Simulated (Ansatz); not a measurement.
**Run report: AlCu5, band-structure calculation**

AlCu5 (6 atoms in the cell), computed with DFT PBE, scalar-relativistic, plane waves, PAW, no spin polarisation (Ansatz 0.2.0).

The structure was made by a generator, so it may or may not be a known phase.

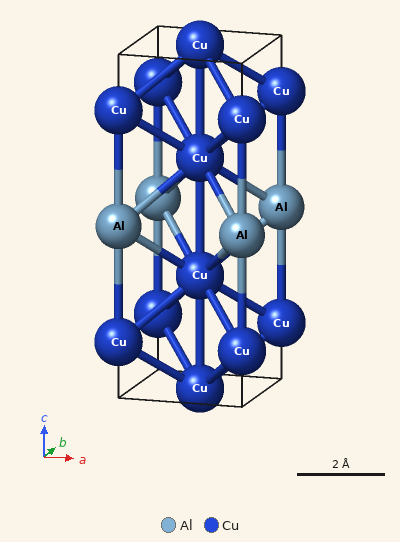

Figure 1. The structure (ball-and-stick view of the cell of the calculation, seen slightly off an axis). An atom can appear more than once, as a periodic image.

Results in brief:

| quantity | value |
| --- | --- |
| outcome | converged |
| space group (tolerance 0.01 Å) | P4/mmm (123) |
| electrons treated | 98 |
| free energy | −33663.8301 eV |
| Fermi energy | 15.175 eV |
| gap on the k-point mesh | none (metallic) |
| pressure | 0.00 GPa |
| largest force (length of the vector) | under 0.001 eV/Å |
| hardware | 1 thread of Intel Xeon @ 2.50GHz (Skylake/Cascade Lake), 189 GiB of memory available, shared host |
| wall time | 4.8 min |
| peak memory | 0.79 GiB |

Input:
```yaml
crystal:
  lattice:
    - [3.0117765232, 0.0, 0.0]
    - [0.0, 3.0117765232, 0.0]
    - [0.0, 0.0, 8.2045455642]
  atoms:
    - { symbol: Al, position: [0.0, 0.0, 0.5] }
    - { symbol: Cu, position: [0.0, 0.0, 0.8368131196] }
    - { symbol: Cu, position: [0.5, 0.5, 0.6713935026] }
    - { symbol: Cu, position: [0.5, 0.5, 0.3286064974] }
    - { symbol: Cu, position: [0.0, 0.0, 0.1631868804] }
    - { symbol: Cu, position: [0.5, 0.5, 0.0] }
basis:
  ecutwfc: 420
kpoints:
  mp_grid: { grid: [12, 12, 6] }
  band_path:
    path:
      - [[0.0, 0.0, 0.0], [0.0, 0.5, 0.0], [0.5, 0.5, 0.0], [0.0, 0.0, 0.0], [0.0, 0.0, 0.5], [0.0, 0.5, 0.5], [0.5, 0.5, 0.5], [0.0, 0.0, 0.5]]
      - [[0.0, 0.5, 0.0], [0.0, 0.5, 0.5]]
      - [[0.5, 0.5, 0.0], [0.5, 0.5, 0.5]]
    npoints: 14
hamiltonian:
  xc: pbe
scf:
  occupations: { method: gaussian, width: 0.1 }
  n_extra_bands: 15
output:
  forces: true
  stress: true
  eigenvalues: true
  populations: true
  dos: { projected: true, de: 0.02, nscf_kmesh: { grid: [15, 15, 8] } }
  bader: true
  write_density: true
  write_potential: true
  elf: true
  volumetric_format: npy
```

Launch command:
```bash
ansatz run input.yaml --threads 1 --pin off --max-ram 2560MiB --backend cpu --events-out ev --progress --plain --runs-dir out
```

What the program printed:
```
scf.n_extra_bands = 15 over 49 filled bands (N_el = 98.0): the run solves 64 bands
Engine: ansatz 0.2.0, x86_64-unknown-linux-gnu
Pseudopotentials: kind: paw
Pseudopotential: Al, paw, valence charge 3, recommended cutoff 420 eV (normal), Al.paw.azcp
Pseudopotential: Cu, paw, valence charge 19, recommended cutoff 420 eV (normal), Cu.paw.azcp
Functional definition: PBE
  parameter kappa = 0.804
  parameter beta = 0.06672455060314922
  exchange = pbe_x(kappa = kappa, mu = beta*pi^2/3)
  correlation = pbe_c(beta = beta)
Crystal: 6 atoms, lattice volume = 74.422 Å³
Basis set: ecut = 420 eV, 1435 PW (Γ), exchange–correlation on 48×48×120 points (8 copies of the dense FFT grid, shifted against one another)
Bands: 64, of which v1, the nominal top of the filled ones, is band 49 counted from 1 (48 counted from 0)
Symmetry: 16 space group operations
Space group: P4/mmm (ITA 123), of the structure as read, at distance tolerance 4.2e-5 Å
k-points: 112 of 864
Non-local potential: Al, projectors of the file, l = 0: 2, l = 1: 2, l = 2: 1
Non-local potential: Cu, projectors of the file, l = 0: 3, l = 1: 2, l = 2: 3, l = 3: 1
PAW form: soft (Blöchl's): semilocal exchange-correlation on the pseudo side does not see the compensation charge
PAW one-centre angular grid: Al, 110 points (default); XC on 64 Gauss nodes
PAW one-centre angular grid: Cu, 590 points (default); XC on 64 Gauss nodes
Initial density: superposition of atomic densities (neutral atoms: chi_scale 0, normalization atom), corrected by the library's trained network
Initial wavefunctions: pseudopotential atomic-orbital guess
Functional: x = pbe(κ = 0.804, μ = 0.2195149727645171), c = pbe(β = 0.06672455060314922)
SCF iter   1: F=—  HF=-33663.830609 eV  |F-HF|=—  |Δ(HF+E_count)|=         —  Δρ=2.59e-3  dr2=4.26e-3  ethr=1.77e-3  ⟨swp⟩=5.0  Hψ=25581  notcnv=0  defer=240
preconditioner: auto → Kerker (q_TF=auto, 2.856 Å⁻¹)  [metal: Δε(μ)=0.007 eV  Ē_g=11.238 eV  σ=0.100 eV  W_gap=0.04  n_scr=26 (ndim 8)  ℏωp=32.8 eV  f_vac=0.001  D(μ)=2.11/eV (n_scr^D=16)]
SCF iter   2: F=—  HF=-33663.830175 eV  |F-HF|=—  |Δ(HF+E_count)|=   4.34e-4  Δρ=8.30e-4  dr2=5.72e-4  ethr=4.35e-6  ⟨swp⟩=1.8  Hψ=10043  notcnv=0  defer=302
SCF iter   3: F=—  HF=-33663.830118 eV  |F-HF|=—  |Δ(HF+E_count)|=   5.68e-5  Δρ=5.26e-4  dr2=2.74e-4  ethr=5.84e-7  ⟨swp⟩=2.2  Hψ=10784  notcnv=0  defer=302
SCF iter   4: F=—  HF=-33663.830092 eV  |F-HF|=—  |Δ(HF+E_count)|=   2.56e-5  Δρ=1.31e-4  dr2=3.54e-5  ethr=2.79e-7  ⟨swp⟩=1.7  Hψ=7481  notcnv=0  defer=302
SCF iter   5: F=—  HF=-33663.830090 eV  |F-HF|=—  |Δ(HF+E_count)|=   2.38e-6  Δρ=1.03e-4  dr2=7.43e-6  ethr=3.61e-8  ⟨swp⟩=2.0  Hψ=8189  notcnv=0  defer=302
SCF iter   6: F=—  HF=-33663.830089 eV  |F-HF|=—  |Δ(HF+E_count)|=   1.12e-6  Δρ=6.95e-5  dr2=3.07e-6  ethr=7.58e-9  ⟨swp⟩=2.1  Hψ=10120  notcnv=0  defer=302
SCF iter   7: F=—  HF=-33663.830088 eV  |F-HF|=—  |Δ(HF+E_count)|=   3.65e-7  Δρ=1.56e-5  dr2=5.33e-7  ethr=3.13e-9  ⟨swp⟩=2.0  Hψ=8247  notcnv=0  defer=302
SCF iter   8: F=-33663.830088 eV  HF=-33663.830088 eV  |F-HF|=1.08e-7  |Δ(HF+E_count)|=   5.05e-8  Δρ=8.12e-6  dr2=8.64e-8  ethr=1.02e-10  ⟨swp⟩=11.1  Hψ=50304  notcnv=0
SCF 1 converged in 8 iterations: F = -33663.830088 eV  dr2 = 8.64e-8
  greatest PAW one-centre occupation: 1.000 electrons in one spin orbital (limit 2), on the Cu atom at site 4 (counted from 0), in its partial waves of l = 0
```

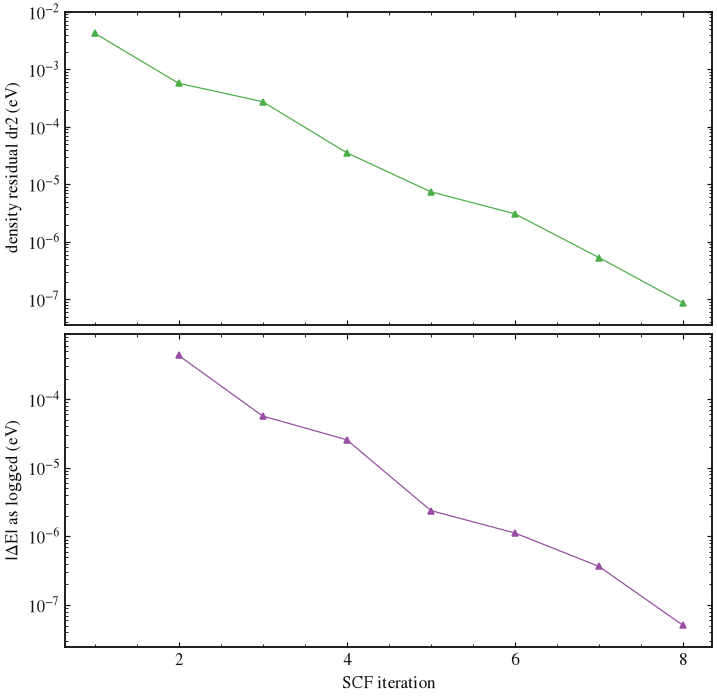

Figure 2. Convergence of the self-consistent field: density residual dr2 and size of the energy change against the SCF iteration. The residual falls at every step.

```
NSCF: frozen V_eff on 129 k-points
NSCF: frozen V_eff on 180 k-points
SCF converged after 8 iterations
Free energy (F): -33663.830088 eV
Harris-Foulkes:  -33663.830088 eV  (|F-HF|=1.08e-7)
Internal energy: -33663.819496 eV  (E = F + TS)
E sigma→0 (E₀):  -33663.824792 eV
Entropy (-TS):   -0.010592 eV (-1.765 meV/atom)
Fermi energy:    15.175365 eV
--- Per-component energies (eV) ---
  E_band       = -1935.828043
  E_kinetic    = 1522.974829
  E_local      = -24313.154364  (includes V_loc(G=0)·N_el)
  E_nonlocal   = 1957.023321
  E_hartree    = 10882.778207
  E_xc         = -488.225179
  E_vxc        = -607.766488  (∫ρ·V_xc dr)
  E_paw        = -8780.357993  (= ΣΔE_a)
  E_vpaw       = -2260.442168  (= ΣTr[D̂ρ^β])
  E_aug_tail   = 0.001513  (compensation charges beyond the density's cutoff)
  E_ewald      = -14444.859830
  E_smearing   = -0.010592  (= −TS)
  E_closure    = -0.000000  (closes the sum)
  Σ components = -33663.830088   (vs F -33663.830088, Δ=0.00e0)
--- Forces (eV/Å), atoms counted from 1 ---
  atom   1  Al     0.00000000    -0.00000000     0.00000000
  atom   2  Cu     0.00000000     0.00000000     0.00003807
  atom   3  Cu     0.00000000     0.00000000    -0.00001754
  atom   4  Cu     0.00000000     0.00000000     0.00001754
  atom   5  Cu     0.00000000     0.00000000    -0.00003807
  atom   6  Cu     0.00000000    -0.00000000     0.00000000
  max |Σ_I F_I| component: 1.14e-28 eV/Å
--- Stress (GPa, compression-positive) ---
        0.000646       0.000000       0.000000
        0.000000       0.000646       0.000000
        0.000000       0.000000      -0.002102
  P = ⅓ Tr σ = -0.0003 GPa (-0.003 kbar)
--- Band table (eV; the first three rows and the last of 112) ---
  k-point 0: bands = ["-97.9602", "-97.9596", "-97.3936", "-97.3917", "-97.3062", "-55.3298", "-55.3298", "-55.3291", "-55.3291", "-55.3211", "-55.3122", "-54.8045", "-54.7926", "-54.7543", "-54.7543", "-54.7433", "-54.7433", "-54.6846", "-54.6602", "-54.6602", "4.8528", "7.4965", "7.6121", "10.6219", "10.6817", "10.7123", "11.0158", "11.2546", "11.5931", "11.7169", "11.7169", "11.8130", "11.9734", "12.0063", "12.0063", "12.2872", "12.2872", "12.4494", "12.4494", "12.4624", "12.4660", "12.9848", "13.0468", "13.0552", "13.0942", "13.2591", "13.2591", "13.5737", "16.0222", "16.2005", "20.3305", "20.3305", "22.3484", "23.7786", "23.7786", "24.0477", "24.0477", "24.5290", "24.9199", "27.9210", "28.1897", "28.1944", "28.3295", "29.8063"]
  k-point 1: bands = ["-97.9602", "-97.9596", "-97.3936", "-97.3917", "-97.3062", "-55.3298", "-55.3298", "-55.3291", "-55.3291", "-55.3211", "-55.3122", "-54.8045", "-54.7926", "-54.7543", "-54.7543", "-54.7433", "-54.7433", "-54.6846", "-54.6602", "-54.6602", "4.8881", "6.9604", "8.2502", "10.5962", "10.6365", "10.7340", "10.9820", "11.1980", "11.6223", "11.7173", "11.7173", "11.8179", "11.9654", "11.9943", "11.9943", "12.2854", "12.2854", "12.4529", "12.4676", "12.4770", "12.4770", "12.9100", "13.0526", "13.0975", "13.1568", "13.2422", "13.2422", "13.5744", "15.0190", "17.4312", "20.3999", "20.3999", "22.3484", "23.0885", "23.0885", "23.6396", "24.8650", "24.8650", "25.1490", "27.7677", "28.0516", "28.4574", "28.6825", "29.6355"]
  k-point 2: bands = ["-97.9602", "-97.9596", "-97.3936", "-97.3917", "-97.3062", "-55.3298", "-55.3298", "-55.3291", "-55.3291", "-55.3212", "-55.3121", "-54.8045", "-54.7926", "-54.7543", "-54.7543", "-54.7434", "-54.7434", "-54.6846", "-54.6602", "-54.6602", "4.9701", "6.5350", "8.9793", "10.3111", "10.6743", "10.7858", "10.9107", "11.0731", "11.6771", "11.7180", "11.7180", "11.8294", "11.9477", "11.9726", "11.9726", "12.2830", "12.2830", "12.4253", "12.4777", "12.5310", "12.5310", "12.8458", "13.0473", "13.1038", "13.2059", "13.2059", "13.3407", "13.5757", "14.2302", "18.9014", "20.5679", "20.5679", "22.1501", "22.3484", "22.4741", "22.4741", "25.2318", "25.8835", "25.8835", "27.6257", "27.9411", "28.4077", "28.4077", "28.9219"]
  k-point 111: bands = ["-97.9595", "-97.9589", "-97.3922", "-97.3911", "-97.3063", "-55.3369", "-55.3369", "-55.3362", "-55.3362", "-55.3197", "-55.3106", "-54.8037", "-54.7877", "-54.7661", "-54.7661", "-54.7496", "-54.7496", "-54.6878", "-54.6614", "-54.6614", "9.8520", "10.1587", "10.4912", "10.6116", "10.6116", "10.8015", "11.2531", "11.3653", "11.3653", "11.7058", "11.7058", "11.8651", "11.8651", "11.9537", "11.9537", "12.0725", "12.5264", "12.5439", "12.5625", "12.7904", "13.0564", "13.1087", "13.1333", "13.1358", "13.1935", "14.7428", "14.7428", "14.8319", "14.8319", "15.2975", "16.4051", "18.2681", "18.6066", "19.7816", "19.8900", "19.8900", "20.2540", "20.6471", "20.6471", "21.1111", "21.8053", "27.7397", "28.4029", "28.4029"]
--- Löwdin populations: 6 sites ---
  site symbol       q [e]
     0     Al      3.7585
     1     Cu     18.7514
     2     Cu     18.5603
     3     Cu     18.5603
     4     Cu     18.7514
     5     Cu     18.8289
  spilling = 0.008053 (of n_electrons = 98.000000)
--- Bader charges: 6 sites ---
  site symbol  charge [e]  shift [e]
     0     Al      1.4152     0.0004
     1     Cu     -0.0620     0.0002
     2     Cu     -0.6393     0.0000
     3     Cu     -0.6393     0.0000
     4     Cu     -0.0620     0.0002
     5     Cu     -0.0126     0.0001
  estimated error of the sums over rays = 5.1e-4 e
```

File populations.tsv:
```
# site	symbol	l	j	q
# orbitals = lowdin
# n_electrons = 98.000000
# spilling = 0.008053
0	Al	0_3S	-	1.074405
0	Al	1_3P	-	2.684089
1	Cu	0_3S	-	1.995490
1	Cu	0_4S	-	0.971213
1	Cu	1_3P	-	5.998883
1	Cu	2_3D	-	9.785841
2	Cu	0_3S	-	1.990740
2	Cu	0_4S	-	0.819023
2	Cu	1_3P	-	5.997388
2	Cu	2_3D	-	9.753110
3	Cu	0_3S	-	1.990740
3	Cu	0_4S	-	0.819023
3	Cu	1_3P	-	5.997388
3	Cu	2_3D	-	9.753110
4	Cu	0_3S	-	1.995490
4	Cu	0_4S	-	0.971213
4	Cu	1_3P	-	5.998883
4	Cu	2_3D	-	9.785841
5	Cu	0_3S	-	1.996384
5	Cu	0_4S	-	1.043937
5	Cu	1_3P	-	5.999020
5	Cu	2_3D	-	9.789577
```

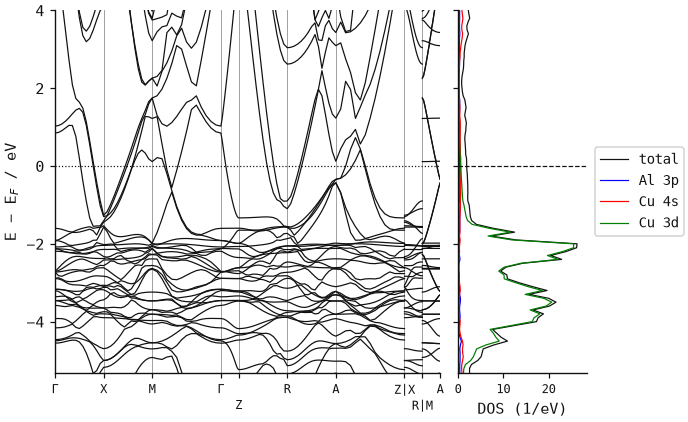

Figure 3. Band structure along Γ–X–M–Γ–Z–R–A–Z|X–R|M–A and density of states (projected on Löwdin-orthogonalised atomic shells), with energies from the Fermi level. Bands cross the Fermi level: a metal at this level of theory.

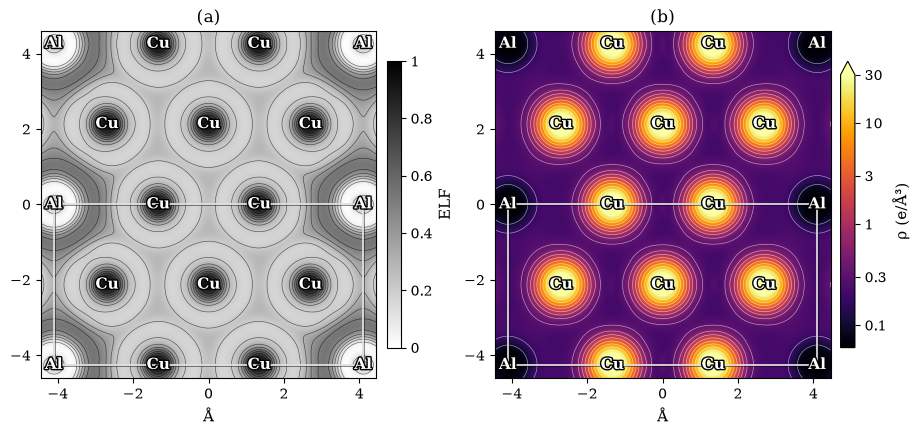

Figure 4. (a) electron localisation function; (b) valence charge density (pseudo) on the (11̄0) plane of the conventional cell. Cu–Cu (2.52 Å): ρ at the midpoint is about 0.28 e/Å³; the ELF is about 0.20 at the midpoint (no localised pair between them). Al–Cu (2.55 Å): the density is about 0.27 e/Å³ at the midpoint; the ELF is about 0.40 at the midpoint (no shared electron pair). Cu–Cu (2.68 Å): ρ at the midpoint is about 0.28 e/Å³, with its minimum of 0.22 e/Å³ about 1.5 Å from Cu; the ELF is about 0.25 at the midpoint; no localised pair between them. Al–Cu (2.76 Å): the density is about 0.23 e/Å³ at the midpoint; the ELF is about 0.40 at the midpoint; no shared electron pair. Away from the nuclei the density in this plane falls to 0.21 e/Å³ at its lowest. The strong features right at Cu lie inside the PAW spheres (semicore, d or f shells) and say nothing about bonding. In a PAW calculation such maps are meaningful between the atoms, not at the nuclei.

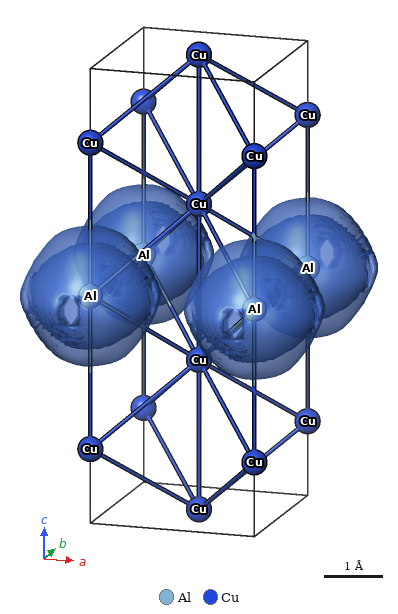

Figure 5. Isosurface of the electron localisation function at 0.5 (blue), seen slightly off an axis. Core shells and regions of very low density are left out. Sticks mark near contacts. The outline is the cell set on symmetry axes. Along the contacts the grid gives the following. Cu–Cu (2.52 Å): the ELF is about 0.20 at the midpoint (no shared electron pair). Al–Cu (2.55 Å): the ELF is about 0.40 at the midpoint; no shared electron pair.
